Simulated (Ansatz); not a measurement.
A series of calculations on Al

## 1. Relaxation

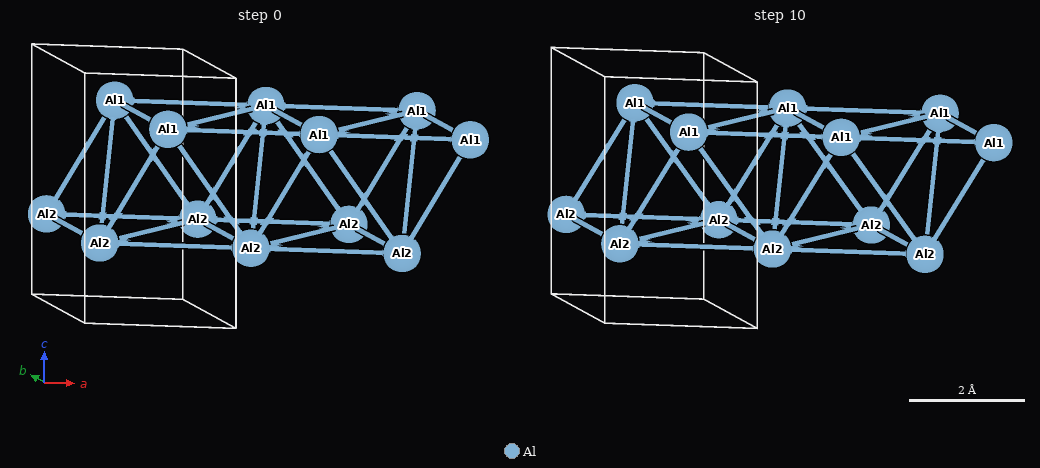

The structure of a crystal of Al (set up in P6_3/mmc) before (left) and after (right) a relaxation, at one scale.

Style: ball-and-stick. Shown: the cell of the calculation, repeated 3 × 2 × 1 with one cell outlined, slightly off an axis.

Case: relaxed at 12 GPa.

Computed with Ansatz, DFT PBEsol+D3(BJ), scalar-relativistic, plane waves, PAW. (plane-wave cutoff 420 eV; k-point mesh 18 × 18 × 10; occupations gaussian; smearing width 0.1 eV; target pressure 12 GPa; no spin polarisation; cell and atoms relaxed; force threshold 0.008 eV/Å; at most 50 steps)

Question: Summarise the run.

Answer: Over 6 accepted moves (10 points after the start) the energy falls by 7.8 meV per cell of the calculation. With the target pressure of 12 GPa, the enthalpy E + pV changes by −1.3 meV per cell of the calculation. All forces vanish by symmetry, so only the cell relaxes. Pressure: 12.48 GPa at the start and 11.99 GPa at the end. The line search rejected the trial steps at points 4, 6, 8 of the run. At 1 point the geometry stayed and the basis and grid were re-selected for the new cell (energy shift of 0.1 meV per cell of the calculation at most each time). The atoms keep their places relative to the cell (all moves are under 0.005 Å). The drawn cell changes as follows: a = b 2.688 → 2.712 Å (+0.9 %), c 4.476 → 4.409 Å (−1.5 %); the volume changes by +0.3 %. Near-neighbour distances that change, for instance: Al1–Al1 2.688 → 2.712 Å, Al1–Al2 2.723 → 2.704 Å. The space group stays P6_3/mmc (No. 194).

## 2. Relaxation

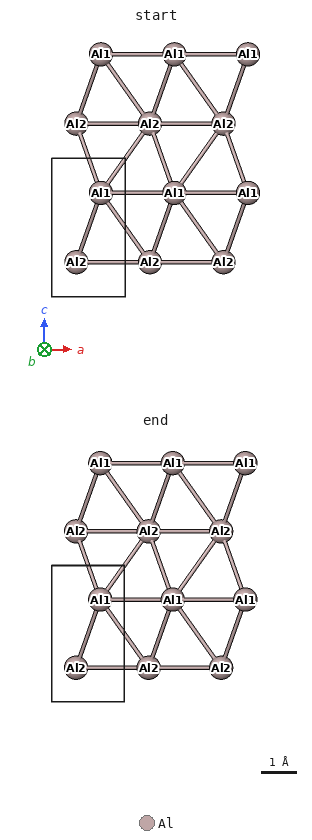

The structure of solid Al (set up in P6_3/mmc) before (top) and after (bottom) a relaxation, at one scale.

A ball-and-stick model of the cell of the calculation, repeated 3 × 1 × 2 with one cell outlined, seen along the b axis.

Case: relaxed at 90 GPa.

Method: DFT PBEsol+D3(BJ), scalar-relativistic, plane waves, PAW in Ansatz. Set-up: plane-wave cutoff 420 eV; k-point mesh 18 × 18 × 10; occupations gaussian; smearing width 0.1 eV; target pressure 90 GPa; no spin polarisation; cell and atoms relaxed; force threshold 0.008 eV/Å; at most 50 steps.

Describe what moved and what it gained.

No atom moves by more than 0.005 Å relative to the cell. Cell: a = b 2.472 → 2.439 Å (−1.3 %), c 4.035 → 3.971 Å (−1.6 %). Volume −4.2 %. Near-neighbour distances that change, for instance: Al1–Al2 2.471 → 2.434 Å, Al1–Al1 2.472 → 2.439 Å. The space group stays P6_3/mmc (No. 194). The energy rises by 0.456 eV per cell of the calculation in 3 accepted moves (4 points after the start). With the target pressure of 90 GPa, the enthalpy E + pV changes by −45.0 meV per cell of the calculation. All forces vanish by symmetry, so only the cell relaxes. Pressure: 74.34 GPa at the start and 89.97 GPa at the end. The SCF was repeated once at an unchanged geometry on a basis and grid sized afresh for the cell, which shifted the energy by 0.3 meV per cell of the calculation at most.

## 3. A change

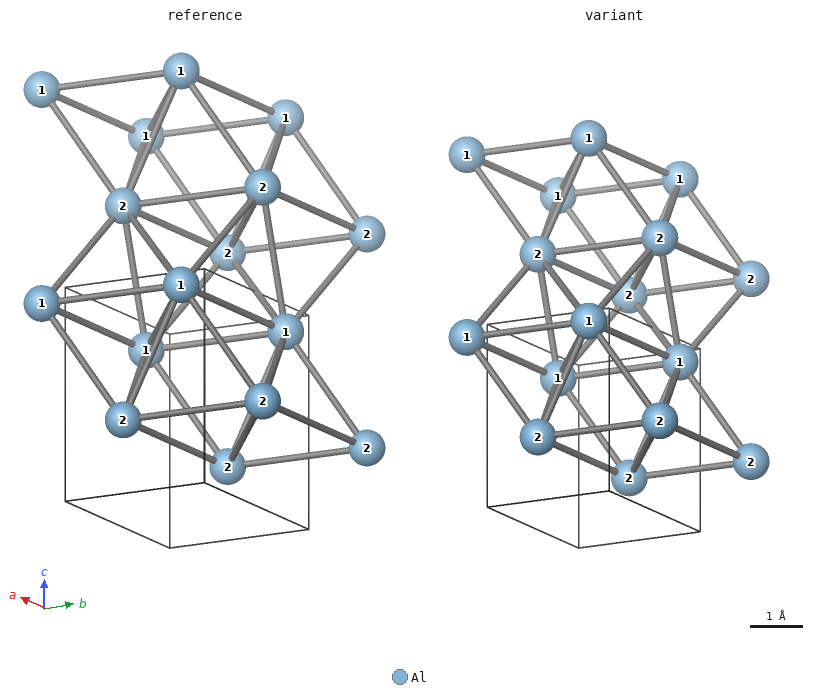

Left: a crystal of Al (set up in P6_3/mmc). Right: the same structure after one change, at the same scale. A ball-and-stick model of the cell of the calculation, repeated 2 × 2 × 2 with one cell outlined, seen from a free direction.

Computed with DFT PBEsol+D3(BJ), scalar-relativistic, plane waves, PAW in Ansatz. Set-up: plane-wave cutoff 420 eV; k-point mesh 18 × 18 × 10; occupations gaussian; smearing width 0.1 eV; no spin polarisation.

The crystal is put under a hydrostatic pressure of 90 GPa. Cell and atoms are relaxed at that pressure.

Q: What does the change do?

A: Energy change: +1061 meV per atom. The pressure goes from 0.0 to 90.0 GPa. The volume changes by −34.7 %, with a = b 2.790 → 2.439 Å (−12.6 %), c 4.648 → 3.971 Å (−14.6 %). The atoms keep their places relative to the cell (all moves are under 0.005 Å). Some distances before and after: Al–Al 2.828 → 2.434 Å, Al–Al 2.790 → 2.439 Å. The space group stays P6_3/mmc (No. 194).

## 4. Series

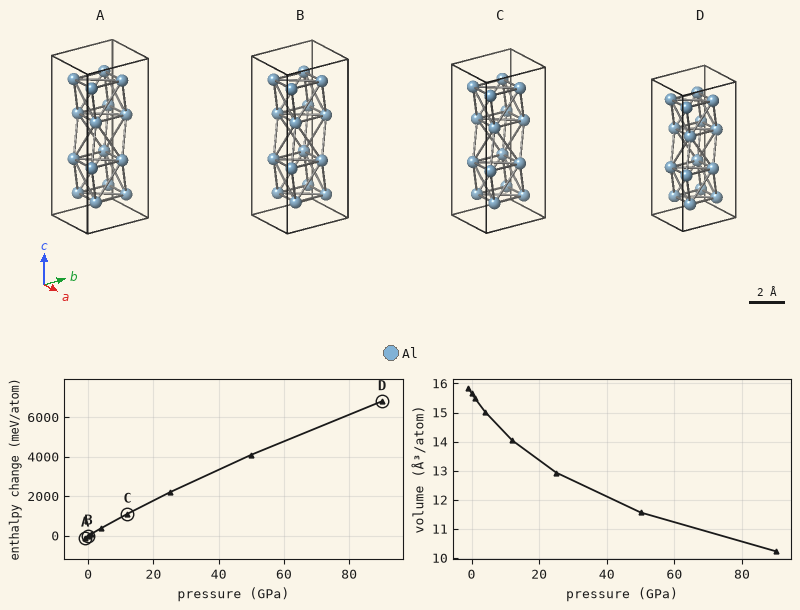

Members of a series of calculations on crystalline Al (set up in P6_3/mmc), marked on the first curve. The picture is a ball-and-stick view of the cell of the calculation, repeated to show the pattern, seen slightly off an axis.

All numbers below come from DFT PBEsol+D3(BJ), scalar-relativistic, plane waves, PAW (Ansatz). (plane-wave cutoff 420 eV; k-point mesh 18 × 18 × 10; occupations gaussian; smearing width 0.1 eV; no spin polarisation)

**Describe the series.**

The structure is relaxed at several pressures. A (pressure −1.0 GPa): enthalpy change −98.3 meV/atom, volume 15.85 Å³ per atom. B (pressure 0.0 GPa): enthalpy change 0.0 meV/atom, volume 15.67 Å³ per atom. C (pressure 12.0 GPa): enthalpy change 1107 meV/atom, volume 14.05 Å³ per atom. D (pressure 90.0 GPa): enthalpy change 6808 meV/atom, volume 10.23 Å³ per atom. The rest compares A with D. The volume changes by −35.5 %, with a = b 5.602 → 4.878 Å (−12.9 %), c 9.333 → 7.942 Å (−14.9 %). Near-neighbour distances before and after: Al–Al 2.839 → 2.434 Å, Al–Al 2.801 → 2.439 Å.
